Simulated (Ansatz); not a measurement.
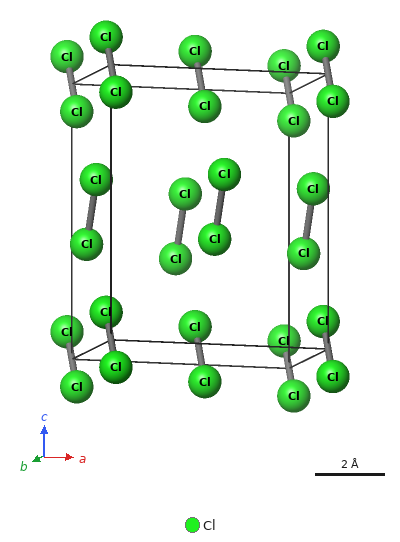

*The starting structure (ball-and-stick view of the cell 2 times as large as that of the calculation, set on its symmetry axes, seen at an oblique angle). An atom can appear more than once, as a periodic image.*

Near neighbours in the periodic cell (some may lie outside the picture): Cl has 1 Cl at 2.03 Å.

## Geometry relaxation, with input and output: Cl (part 1 of 2)

- system: Cl (Cmce, 4 atoms in the cell)
- method: DFT PBEsol, scalar-relativistic, plane waves, PAW, no spin polarisation (Ansatz 0.2.0)

The structure derives from an entry of the Crystallography Open Database. It belongs to a series of runs on one base structure; here: relaxed again under DFT PBEsol, scalar-relativistic, plane waves, PAW.

## Log
```
Engine: ansatz 0.2.0, aarch64-unknown-linux-gnu
Pseudopotentials: kind: paw
Pseudopotential: Cl, paw, valence charge 7, recommended cutoff 420 eV (normal), Cl.paw.azcp
Functional definition: PBEsol
  exchange = pbesol_x
  correlation = pbesol_c
Crystal: 4 atoms, lattice volume = 108.482 Å³
Basis set: ecut = 420 eV, 2127 PW (Γ), exchange–correlation on 54×54×120 points (8 copies of the dense FFT grid, shifted against one another)
Bands: 18, of which v1, the nominal top of the filled ones, is band 14 counted from 1 (13 counted from 0)
Symmetry: 8 space group operations
Space group: Cmce (ITA 64), of the structure as read, at distance tolerance 4.8e-5 Å
k-points: 63 of 256
Non-local potential: Cl, projectors of the file, l = 0: 2, l = 1: 2, l = 2: 2
PAW form: soft (Blöchl's): semilocal exchange-correlation on the pseudo side does not see the compensation charge
PAW frozen core: Cl, regenerated for the run's functional, and the local potential with it (the file was generated under x = pbe(κ = 0.804, μ = 0.2195149727645171), c = pbe(β = 0.06672455060314922))
PAW one-centre angular grid: Cl, 110 points (default); XC on 64 Gauss nodes
Initial density: superposition of atomic densities (neutral atoms: chi_scale 0, normalization atom), corrected by the library's trained network
Initial wavefunctions: pseudopotential atomic-orbital guess
Functional: x = pbesol(κ = 0.804, μ = 0.12345679012345678), c = pbesol(β = 0.046)
SCF iter   1: F=—  HF=-4243.229703 eV  |F-HF|=—  |Δ(HF+E_count)|=         —  Δρ=3.65e-3  dr2=1.35e-2  ethr=1.77e-3  ⟨swp⟩=6.5  Hψ=6424  notcnv=0
preconditioner: auto → Resta (q_TF=auto, 2.177 Å⁻¹)  ε∞=3.8  [insulator: Δε(μ)=2.099 eV  Ē_g=11.289 eV  σ=0.020 eV  W_gap=1.00  n_scr=22 (ndim 8)  ℏωp=18.9 eV  f_vac=0.006  D(μ)=0.00/eV (n_scr^D=0)  ε∞_Penn≈3.8]
SCF iter   2: F=—  HF=-4243.228320 eV  |F-HF|=—  |Δ(HF+E_count)|=   1.38e-3  Δρ=1.85e-3  dr2=3.42e-3  ethr=4.83e-5  ⟨swp⟩=2.3  Hψ=2571  notcnv=0
SCF iter   3: F=—  HF=-4243.228177 eV  |F-HF|=—  |Δ(HF+E_count)|=   1.43e-4  Δρ=2.94e-4  dr2=9.04e-5  ethr=1.22e-5  ⟨swp⟩=3.0  Hψ=2268  notcnv=0
SCF iter   4: F=—  HF=-4243.228228 eV  |F-HF|=—  |Δ(HF+E_count)|=   5.07e-5  Δρ=9.35e-5  dr2=9.17e-6  ethr=3.23e-7  ⟨swp⟩=2.4  Hψ=1758  notcnv=0
SCF iter   5: F=—  HF=-4243.228240 eV  |F-HF|=—  |Δ(HF+E_count)|=   1.26e-5  Δρ=1.94e-5  dr2=3.54e-7  ethr=3.28e-8  ⟨swp⟩=2.0  Hψ=1768  notcnv=0
SCF iter   6: F=-4243.228241 eV  HF=-4243.228241 eV  |F-HF|=6.10e-8  |Δ(HF+E_count)|=   1.06e-6  Δρ=5.01e-6  dr2=1.97e-8  ethr=3.57e-10  ⟨swp⟩=5.5  Hψ=5177  notcnv=0
SCF 1 converged in 6 iterations: F = -4243.228241 eV  dr2 = 1.97e-8
  greatest PAW one-centre occupation: 0.912 electrons in one spin orbital (limit 2), on the Cl atom at site 3 (counted from 0), in its partial waves of l = 0
relax step   1: F+E_penalty+E_count = -4243.22824130 eV  Δ(F+E_penalty+E_count) = +0.000e0 eV  max|allowed force component| = 8.203e-2 eV/Å  Δτ_max = 0.0000 Å  P = -0.664 GPa  Ω = 108.482 Å³  (6 SCF iters, dr2 threshold 1.00e-7 eV, accepted)
Crystal: 4 atoms, lattice volume = 105.808 Å³
Basis set: ecut = 420 eV, 2083 PW (Γ), exchange–correlation on 54×54×120 points (8 copies of the dense FFT grid, shifted against one another)
Initial density: handed on by an earlier stage of this run
Initial wavefunctions: those handed on with the density
iter 1 solved again at ethr=2.19e-5 eV; its pass at ethr=3.10e-3 eV (dr2=6.14e-3 eV) is discarded
SCF iter   1: F=—  HF=-4243.241438 eV  |F-HF|=—  |Δ(HF+E_count)|=         —  Δρ=3.42e-3  dr2=5.92e-3  ethr=2.19e-5  ⟨swp⟩=2.2  Hψ=7558  notcnv=0
preconditioner: auto → Resta (q_TF=auto, 2.186 Å⁻¹)  ε∞=3.8  [insulator: Δε(μ)=2.187 eV  Ē_g=11.388 eV  σ=0.020 eV  W_gap=1.00  n_scr=22 (ndim 8)  ℏωp=19.1 eV  f_vac=0.000  D(μ)=0.00/eV (n_scr^D=0)  ε∞_Penn≈3.8]
SCF iter   2: F=—  HF=-4243.239887 eV  |F-HF|=—  |Δ(HF+E_count)|=   1.55e-3  Δρ=1.55e-3  dr2=1.07e-3  ethr=2.11e-5  ⟨swp⟩=2.8  Hψ=1846  notcnv=0
SCF iter   3: F=—  HF=-4243.239682 eV  |F-HF|=—  |Δ(HF+E_count)|=   2.06e-4  Δρ=2.47e-4  dr2=3.51e-5  ethr=3.81e-6  ⟨swp⟩=2.2  Hψ=1972  notcnv=0
SCF iter   4: F=—  HF=-4243.239695 eV  |F-HF|=—  |Δ(HF+E_count)|=   1.33e-5  Δρ=3.75e-5  dr2=1.33e-6  ethr=1.25e-7  ⟨swp⟩=2.0  Hψ=1945  notcnv=0
iter 5 did not close the SCF: its close was put off for the readings that it lacked (scf_convergence_deferred on its scf_iter line)
SCF iter   5: F=-4243.239697 eV  HF=-4243.239697 eV  |F-HF|=1.42e-7  |Δ(HF+E_count)|=   1.76e-6  Δρ=7.91e-6  dr2=7.76e-8  ethr=4.75e-9  ⟨swp⟩=2.2  Hψ=1764  notcnv=0
SCF iter   6: F=-4243.239697 eV  HF=-4243.239697 eV  |F-HF|=5.36e-9  |Δ(HF+E_count)|=   1.59e-7  Δρ=1.49e-6  dr2=2.56e-9  ethr=2.77e-10  ⟨swp⟩=2.0  Hψ=3942  notcnv=0
SCF 2 converged in 6 iterations: F = -4243.239697 eV  dr2 = 2.56e-9
  greatest PAW one-centre occupation: 0.913 electrons in one spin orbital (limit 2), on the Cl atom at site 3 (counted from 0), in its partial waves of l = 0
relax step   2: F+E_penalty+E_count = -4243.23969698 eV  Δ(F+E_penalty+E_count) = -1.146e-2 eV  max|allowed force component| = 5.404e-2 eV/Å  Δτ_max = 0.0171 Å  P = +0.100 GPa  Ω = 105.808 Å³  energy of the carried Pulay correction = +4.172e-5 eV  (6 SCF iters, dr2 threshold 4.00e-7 eV, accepted)
Crystal: 4 atoms, lattice volume = 104.966 Å³
Basis set: ecut = 420 eV, 2087 PW (Γ), exchange–correlation on 54×54×120 points (8 copies of the dense FFT grid, shifted against one another)
iter 1 solved again at ethr=5.22e-6 eV; its pass at ethr=3.10e-3 eV (dr2=1.46e-3 eV) is discarded
SCF iter   1: F=—  HF=-4243.243582 eV  |F-HF|=—  |Δ(HF+E_count)|=         —  Δρ=1.90e-3  dr2=1.42e-3  ethr=5.22e-6  ⟨swp⟩=2.0  Hψ=7846  notcnv=0
preconditioner: auto → Resta (q_TF=auto, 2.189 Å⁻¹)  ε∞=3.8  [insulator: Δε(μ)=2.160 eV  Ē_g=11.390 eV  σ=0.020 eV  W_gap=1.00  n_scr=22 (ndim 8)  ℏωp=19.2 eV  f_vac=0.001  D(μ)=0.00/eV (n_scr^D=0)  ε∞_Penn≈3.8]
SCF iter   2: F=—  HF=-4243.243253 eV  |F-HF|=—  |Δ(HF+E_count)|=   3.29e-4  Δρ=9.13e-4  dr2=2.90e-4  ethr=5.09e-6  ⟨swp⟩=2.0  Hψ=1764  notcnv=0
SCF iter   3: F=—  HF=-4243.243202 eV  |F-HF|=—  |Δ(HF+E_count)|=   5.15e-5  Δρ=1.17e-4  dr2=6.40e-6  ethr=1.04e-6  ⟨swp⟩=2.0  Hψ=1890  notcnv=0
SCF iter   4: F=—  HF=-4243.243202 eV  |F-HF|=—  |Δ(HF+E_count)|=   2.54e-7  Δρ=1.70e-5  dr2=1.65e-7  ethr=2.29e-8  ⟨swp⟩=2.0  Hψ=1956  notcnv=0
iter 5 did not close the SCF: its close was put off for the readings that it lacked (scf_convergence_deferred on its scf_iter line)
SCF iter   5: F=-4243.243202 eV  HF=-4243.243202 eV  |F-HF|=6.89e-9  |Δ(HF+E_count)|=   1.85e-7  Δρ=2.07e-6  dr2=5.99e-9  ethr=5.90e-10  ⟨swp⟩=2.5  Hψ=2004  notcnv=0
SCF iter   6: F=-4243.243202 eV  HF=-4243.243202 eV  |F-HF|=5.07e-10  |Δ(HF+E_count)|=   7.48e-9  Δρ=5.69e-7  dr2=4.41e-10  ethr=2.14e-11  ⟨swp⟩=1.9  Hψ=3334  notcnv=0
SCF 3 converged in 6 iterations: F = -4243.243202 eV  dr2 = 4.41e-10
relax step   3: F+E_penalty+E_count = -4243.24320179 eV  Δ(F+E_penalty+E_count) = -3.505e-3 eV  max|allowed force component| = 4.897e-2 eV/Å  Δτ_max = 0.0125 Å  P = +0.186 GPa  Ω = 104.966 Å³  energy of the carried Pulay correction = +5.508e-5 eV  (6 SCF iters, dr2 threshold 1.85e-7 eV, accepted)
Crystal: 4 atoms, lattice volume = 105.242 Å³
iter 1 solved again at ethr=3.50e-6 eV; its pass at ethr=3.10e-3 eV (dr2=9.79e-4 eV) is discarded
SCF iter   1: F=—  HF=-4243.244781 eV  |F-HF|=—  |Δ(HF+E_count)|=         —  Δρ=1.55e-3  dr2=9.42e-4  ethr=3.50e-6  ⟨swp⟩=2.0  Hψ=7813  notcnv=0
preconditioner: auto → Resta (q_TF=auto, 2.188 Å⁻¹)  ε∞=3.8  [insulator: Δε(μ)=2.075 eV  Ē_g=11.355 eV  σ=0.020 eV  W_gap=1.00  n_scr=22 (ndim 8)  ℏωp=19.2 eV  f_vac=0.001  D(μ)=0.00/eV (n_scr^D=0)  ε∞_Penn≈3.8]
SCF iter   2: F=—  HF=-4243.244633 eV  |F-HF|=—  |Δ(HF+E_count)|=   1.49e-4  Δρ=8.06e-4  dr2=2.53e-4  ethr=3.37e-6  ⟨swp⟩=1.0  Hψ=1134  notcnv=0
SCF iter   3: F=—  HF=-4243.244621 eV  |F-HF|=—  |Δ(HF+E_count)|=   1.17e-5  Δρ=7.41e-5  dr2=4.27e-6  ethr=9.03e-7  ⟨swp⟩=2.4  Hψ=2007  notcnv=0
iter 4 did not close the SCF: its close was put off for the readings that it lacked (scf_convergence_deferred on its scf_iter line)
SCF iter   4: F=-4243.244623 eV  HF=-4243.244623 eV  |F-HF|=4.49e-8  |Δ(HF+E_count)|=   1.86e-6  Δρ=1.66e-5  dr2=2.71e-7  ethr=1.53e-8  ⟨swp⟩=2.0  Hψ=1766  notcnv=0
iter 5 did not close the SCF: its close was put off for the readings that it lacked (scf_convergence_deferred on its scf_iter line)
SCF iter   5: F=-4243.244623 eV  HF=-4243.244623 eV  |F-HF|=1.97e-8  |Δ(HF+E_count)|=   8.67e-8  Δρ=4.22e-6  dr2=2.20e-8  ethr=9.68e-10  ⟨swp⟩=2.0  Hψ=1883  notcnv=0
SCF iter   6: F=-4243.244623 eV  HF=-4243.244623 eV  |F-HF|=7.36e-10  |Δ(HF+E_count)|=   2.33e-8  Δρ=1.04e-6  dr2=1.71e-9  ethr=7.84e-11  ⟨swp⟩=2.0  Hψ=3639  notcnv=0
SCF 4 converged in 6 iterations: F = -4243.244623 eV  dr2 = 1.71e-9
relax step   4: F+E_penalty+E_count = -4243.24462289 eV  Δ(F+E_penalty+E_count) = -1.421e-3 eV  max|allowed force component| = 3.938e-2 eV/Å  Δτ_max = 0.0120 Å  P = -0.104 GPa  Ω = 105.242 Å³  energy of the carried Pulay correction = +5.069e-5 eV  (6 SCF iters, dr2 threshold 3.91e-7 eV, accepted)
Crystal: 4 atoms, lattice volume = 106.367 Å³
Basis set: ecut = 420 eV, 2091 PW (Γ), exchange–correlation on 54×54×120 points (8 copies of the dense FFT grid, shifted against one another)
iter 1 solved again at ethr=1.96e-6 eV; its pass at ethr=3.10e-3 eV (dr2=5.49e-4 eV) is discarded
SCF iter   1: F=—  HF=-4243.246227 eV  |F-HF|=—  |Δ(HF+E_count)|=         —  Δρ=1.02e-3  dr2=5.66e-4  ethr=1.96e-6  ⟨swp⟩=2.0  Hψ=7703  notcnv=0
preconditioner: auto → Resta (q_TF=auto, 2.184 Å⁻¹)  ε∞=3.8  [insulator: Δε(μ)=2.059 eV  Ē_g=11.348 eV  σ=0.020 eV  W_gap=1.00  n_scr=22 (ndim 8)  ℏωp=19.1 eV  f_vac=0.003  D(μ)=0.00/eV (n_scr^D=0)  ε∞_Penn≈3.8]
SCF iter   2: F=—  HF=-4243.246096 eV  |F-HF|=—  |Δ(HF+E_count)|=   1.31e-4  Δρ=5.19e-4  dr2=1.56e-4  ethr=1.96e-6  ⟨swp⟩=1.0  Hψ=1134  notcnv=0
SCF iter   3: F=—  HF=-4243.246058 eV  |F-HF|=—  |Δ(HF+E_count)|=   3.81e-5  Δρ=4.67e-5  dr2=1.95e-6  ethr=5.56e-7  ⟨swp⟩=2.7  Hψ=2140  notcnv=0
iter 4 did not close the SCF: its close was put off for the readings that it lacked (scf_convergence_deferred on its scf_iter line)
SCF iter   4: F=-4243.246059 eV  HF=-4243.246059 eV  |F-HF|=4.24e-8  |Δ(HF+E_count)|=   1.00e-6  Δρ=9.95e-6  dr2=1.68e-7  ethr=6.96e-9  ⟨swp⟩=2.7  Hψ=2120  notcnv=0
iter 5 did not close the SCF: its close was put off for the readings that it lacked (scf_convergence_deferred on its scf_iter line)
SCF iter   5: F=-4243.246059 eV  HF=-4243.246059 eV  |F-HF|=7.75e-9  |Δ(HF+E_count)|=   6.61e-8  Δρ=3.13e-6  dr2=1.20e-8  ethr=5.99e-10  ⟨swp⟩=2.0  Hψ=1764  notcnv=0
SCF iter   6: F=-4243.246059 eV  HF=-4243.246059 eV  |F-HF|=4.87e-10  |Δ(HF+E_count)|=   1.08e-8  Δρ=9.54e-7  dr2=9.66e-10  ethr=4.29e-11  ⟨swp⟩=2.0  Hψ=3392  notcnv=0
SCF 5 converged in 6 iterations: F = -4243.246059 eV  dr2 = 9.66e-10
relax step   5: F+E_penalty+E_count = -4243.24605895 eV  Δ(F+E_penalty+E_count) = -1.436e-3 eV  max|allowed force component| = 2.384e-2 eV/Å  Δτ_max = 0.0045 Å  P = -0.073 GPa  Ω = 106.367 Å³  energy of the carried Pulay correction = +3.291e-5 eV  (6 SCF iters, dr2 threshold 2.40e-7 eV, accepted)
Crystal: 4 atoms, lattice volume = 107.410 Å³
Basis set: ecut = 420 eV, 2123 PW (Γ), exchange–correlation on 54×54×120 points (8 copies of the dense FFT grid, shifted against one another)
iter 1 solved again at ethr=3.11e-6 eV; its pass at ethr=3.10e-3 eV (dr2=8.72e-4 eV) is discarded
SCF iter   1: F=—  HF=-4243.247075 eV  |F-HF|=—  |Δ(HF+E_count)|=         —  Δρ=1.31e-3  dr2=8.92e-4  ethr=3.11e-6  ⟨swp⟩=2.0  Hψ=7806  notcnv=0
preconditioner: auto → Resta (q_TF=auto, 2.181 Å⁻¹)  ε∞=3.8  [insulator: Δε(μ)=2.034 eV  Ē_g=11.340 eV  σ=0.020 eV  W_gap=1.00  n_scr=22 (ndim 8)  ℏωp=19.0 eV  f_vac=0.005  D(μ)=0.00/eV (n_scr^D=0)  ε∞_Penn≈3.8]
SCF iter   2: F=—  HF=-4243.246874 eV  |F-HF|=—  |Δ(HF+E_count)|=   2.01e-4  Δρ=6.62e-4  dr2=2.41e-4  ethr=3.11e-6  ⟨swp⟩=1.0  Hψ=1134  notcnv=0
SCF iter   3: F=—  HF=-4243.246824 eV  |F-HF|=—  |Δ(HF+E_count)|=   5.01e-5  Δρ=5.87e-5  dr2=2.96e-6  ethr=8.59e-7  ⟨swp⟩=2.9  Hψ=2157  notcnv=0
SCF iter   4: F=—  HF=-4243.246821 eV  |F-HF|=—  |Δ(HF+E_count)|=   3.09e-6  Δρ=1.36e-5  dr2=3.25e-7  ethr=1.06e-8  ⟨swp⟩=2.7  Hψ=2111  notcnv=0
iter 5 did not close the SCF: its close was put off for the readings that it lacked (scf_convergence_deferred on its scf_iter line)
SCF iter   5: F=-4243.246821 eV  HF=-4243.246821 eV  |F-HF|=2.24e-8  |Δ(HF+E_count)|=   1.26e-7  Δρ=4.16e-6  dr2=2.47e-8  ethr=1.16e-9  ⟨swp⟩=2.1  Hψ=1754  notcnv=0
SCF iter   6: F=-4243.246821 eV  HF=-4243.246821 eV  |F-HF|=1.25e-9  |Δ(HF+E_count)|=   2.72e-8  Δρ=1.24e-6  dr2=1.24e-9  ethr=8.82e-11  ⟨swp⟩=2.0  Hψ=4043  notcnv=0
SCF 6 converged in 6 iterations: F = -4243.246821 eV  dr2 = 1.24e-9
relax step   6: F+E_penalty+E_count = -4243.24682105 eV  Δ(F+E_penalty+E_count) = -7.621e-4 eV  max|allowed force component| = 7.035e-3 eV/Å  Δτ_max = 0.0053 Å  P = -0.008 GPa  Ω = 107.410 Å³  energy of the carried Pulay correction = +1.660e-5 eV  (6 SCF iters, dr2 threshold 8.03e-8 eV, accepted)
Crystal: 4 atoms, lattice volume = 107.730 Å³
iter 1 solved again at ethr=2.22e-7 eV; its pass at ethr=3.10e-3 eV (dr2=6.21e-5 eV) is discarded
SCF iter   1: F=—  HF=-4243.246887 eV  |F-HF|=—  |Δ(HF+E_count)|=         —  Δρ=4.09e-4  dr2=7.52e-5  ethr=2.22e-7  ⟨swp⟩=3.7  Hψ=7627  notcnv=0
preconditioner: auto → Resta (q_TF=auto, 2.180 Å⁻¹)  ε∞=3.8  [insulator: Δε(μ)=2.033 eV  Ē_g=11.336 eV  σ=0.020 eV  W_gap=1.00  n_scr=22 (ndim 8)  ℏωp=18.9 eV  f_vac=0.006  D(μ)=0.00/eV (n_scr^D=0)  ε∞_Penn≈3.8]
SCF iter   2: F=—  HF=-4243.246870 eV  |F-HF|=—  |Δ(HF+E_count)|=   1.72e-5  Δρ=2.00e-4  dr2=1.85e-5  ethr=2.22e-7  ⟨swp⟩=1.0  Hψ=1158  notcnv=0
SCF iter   3: F=—  HF=-4243.246867 eV  |F-HF|=—  |Δ(HF+E_count)|=   3.65e-6  Δρ=1.69e-5  dr2=2.66e-7  ethr=6.60e-8  ⟨swp⟩=2.0  Hψ=1949  notcnv=0
SCF iter   4: F=—  HF=-4243.246865 eV  |F-HF|=—  |Δ(HF+E_count)|=   1.01e-6  Δρ=4.56e-6  dr2=2.95e-8  ethr=9.50e-10  ⟨swp⟩=2.0  Hψ=1885  notcnv=0
iter 5 did not close the SCF: its close was put off for the readings that it lacked (scf_convergence_deferred on its scf_iter line)
SCF iter   5: F=-4243.246866 eV  HF=-4243.246866 eV  |F-HF|=1.42e-9  |Δ(HF+E_count)|=   2.20e-8  Δρ=9.19e-7  dr2=1.04e-9  ethr=1.05e-10  ⟨swp⟩=2.7  Hψ=2121  notcnv=0
SCF iter   6: F=-4243.246866 eV  HF=-4243.246866 eV  |F-HF|=6.09e-11  |Δ(HF+E_count)|=   1.57e-9  Δρ=1.99e-7  dr2=4.64e-11  ethr=3.71e-12  ⟨swp⟩=2.1  Hψ=4032  notcnv=0
SCF 7 converged in 6 iterations: F = -4243.246866 eV  dr2 = 4.64e-11
relax step   7: F+E_penalty+E_count = -4243.24686552 eV  Δ(F+E_penalty+E_count) = -4.447e-5 eV  max|allowed force component| = 3.134e-3 eV/Å  Δτ_max = 0.0021 Å  P = -0.009 GPa  Ω = 107.730 Å³  energy of the carried Pulay correction = +1.163e-5 eV  (6 SCF iters, dr2 threshold 3.09e-9 eV, accepted)
Crystal: 4 atoms, lattice volume = 107.739 Å³
iter 1 solved again at ethr=1.15e-7 eV; its pass at ethr=3.10e-3 eV (dr2=3.23e-5 eV) is discarded
SCF iter   1: F=—  HF=-4243.246908 eV  |F-HF|=—  |Δ(HF+E_count)|=         —  Δρ=3.37e-4  dr2=4.78e-5  ethr=1.15e-7  ⟨swp⟩=3.1  Hψ=7480  notcnv=0
preconditioner: auto → Resta (q_TF=auto, 2.179 Å⁻¹)  ε∞=3.8  [insulator: Δε(μ)=2.023 eV  Ē_g=11.336 eV  σ=0.020 eV  W_gap=1.00  n_scr=22 (ndim 8)  ℏωp=18.9 eV  f_vac=0.006  D(μ)=0.00/eV (n_scr^D=0)  ε∞_Penn≈3.8]
SCF iter   2: F=—  HF=-4243.246897 eV  |F-HF|=—  |Δ(HF+E_count)|=   1.12e-5  Δρ=1.65e-4  dr2=1.17e-5  ethr=1.15e-7  ⟨swp⟩=1.0  Hψ=1134  notcnv=0
SCF iter   3: F=—  HF=-4243.246892 eV  |F-HF|=—  |Δ(HF+E_count)|=   4.62e-6  Δρ=1.24e-5  dr2=1.01e-7  ethr=4.19e-8  ⟨swp⟩=2.0  Hψ=1946  notcnv=0
SCF iter   4: F=—  HF=-4243.246894 eV  |F-HF|=—  |Δ(HF+E_count)|=   2.26e-6  Δρ=3.04e-6  dr2=1.06e-8  ethr=3.59e-10  ⟨swp⟩=2.3  Hψ=1900  notcnv=0
SCF iter   5: F=—  HF=-4243.246894 eV  |F-HF|=—  |Δ(HF+E_count)|=   9.76e-9  Δρ=5.84e-7  dr2=4.01e-10  ethr=3.80e-11  ⟨swp⟩=2.1  Hψ=1746  notcnv=0
SCF iter   6: F=-4243.246894 eV  HF=-4243.246894 eV  |F-HF|=3.37e-11  |Δ(HF+E_count)|=  5.60e-10  Δρ=1.21e-7  dr2=2.35e-11  ethr=1.00e-12  ⟨swp⟩=5.0  Hψ=4445  notcnv=0
SCF 8 converged in 6 iterations: F = -4243.246894 eV  dr2 = 2.35e-11
```
